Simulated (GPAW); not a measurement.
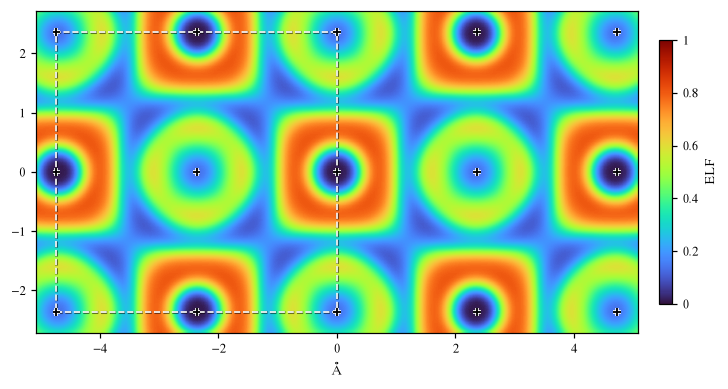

The ELF on a plane through atoms (crosses mark nuclei in the plane).

Computed with Kohn-Sham DFT of a periodic cell, PBEsol, PAW data sets made by gpaw-setup for the functional in GPAW.

Candidates:
A. InAs, a = 6.04 Å, b = 6.04 Å, c = 6.04 Å, α = 90.00°, β = 90.00°, γ = 90.00°. Space group F-43m.
B. ZrC, a = 4.73 Å, b = 4.73 Å, c = 4.73 Å, α = 90.00°, β = 90.00°, γ = 90.00°. Space group Fm-3m; computed pressure about −9 GPa in this cell.
C. MoS2, a = 3.18 Å, b = 3.18 Å, c = 17.33 Å, α = 90.00°, β = 90.00°, γ = 120.00°. Space group P-6m2; a structure from a database of computed crystals, not necessarily the ambient phase.

> Which candidate gave the map?

Candidate B: ZrC on the (010) plane of the conventional cell, which holds Zr and C. Zr–C (2.37 Å): the ELF peaks at about 0.80 in the valence shell of C, 0.7 Å from its nucleus, and drops to about 0.25 between the two atoms; no shared electron pair shows on this line.
